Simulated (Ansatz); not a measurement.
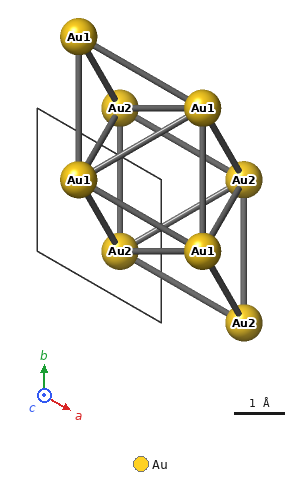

Crystalline Au (P6_3/mmc): the cell is strained equally along x and y and separately along z, with the atoms kept at their fractional coordinates. x, y and z are the Cartesian axes of the input. The picture shows the reference cell. The picture is a ball-and-stick view of the cell of the calculation, repeated 2 × 2 × 2 with one cell outlined, seen along the c axis.

Level of theory: Ansatz 0.2.0, DFT r2SCAN, scalar-relativistic, plane waves, PAW. Settings: plane-wave cutoff 500 eV; k-point mesh 18 × 18 × 10; occupations gaussian; smearing width 0.15 eV; no spin polarisation. Energies (free energies at the smearing named) are counted from the cell as listed in its source, which wasn't relaxed.

```
Au
1.0
     2.90000    0.00000    0.00000
    -1.45000    2.51147    0.00000
     0.00000    0.00000    4.88000
Au
2
Direct
  0.33333 0.66667 0.75000
  0.66667 0.33333 0.25000
```

Give the energy at each point on a grid with rows −0.030, −0.015, 0.000, 0.015, 0.030 and columns −0.030, −0.015, 0.000, 0.015, 0.030 (strain along x and y; strain along z).

Answer. Rows: strain along x and y; columns: strain along z; values in meV/atom.

|  | −0.030 | −0.015 | 0.000 | 0.015 | 0.030 |
| --- | --- | --- | --- | --- | --- |
| −0.030 | 59.5 | 39.7 | 25.9 | 17.6 | 13.9 |
| −0.015 | 21.7 | 9.9 | 3.3 | 1.5 | 3.8 |
| 0.000 | 4.5 | −0.2 | 0.0 | 4.2 | 12.1 |
| 0.015 | 4.3 | 6.2 | 12.5 | 22.4 | 35.4 |
| 0.030 | 18.2 | 25.9 | 37.8 | 52.9 | 70.7 |

In pairs of (strain along x and y; strain along z): the lowest computed point lies at (0.000, −0.015) (−0.2 meV/atom), the highest at (0.030, 0.030) (70.7 meV/atom). The valley is tilted: raising the in-plane strain is made harder by raising the strain along z (cross term 0.75 of the geometric mean of the two curvatures). Over the ranges scanned the energy rises more along the first axis, the in-plane strain. The pressure runs from −11.2 GPa at (0.030, 0.030) to 15.4 GPa at (−0.030, −0.030).

As a map, interpolated between the computed points (dots):

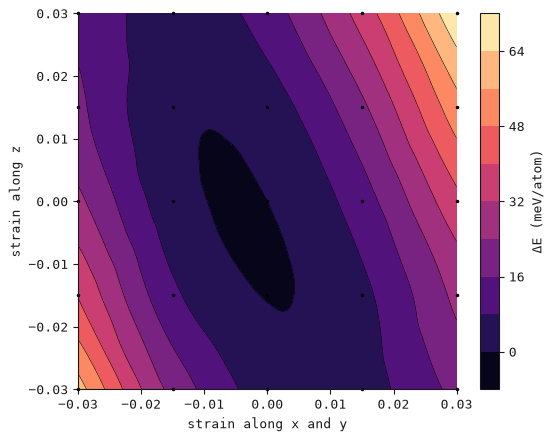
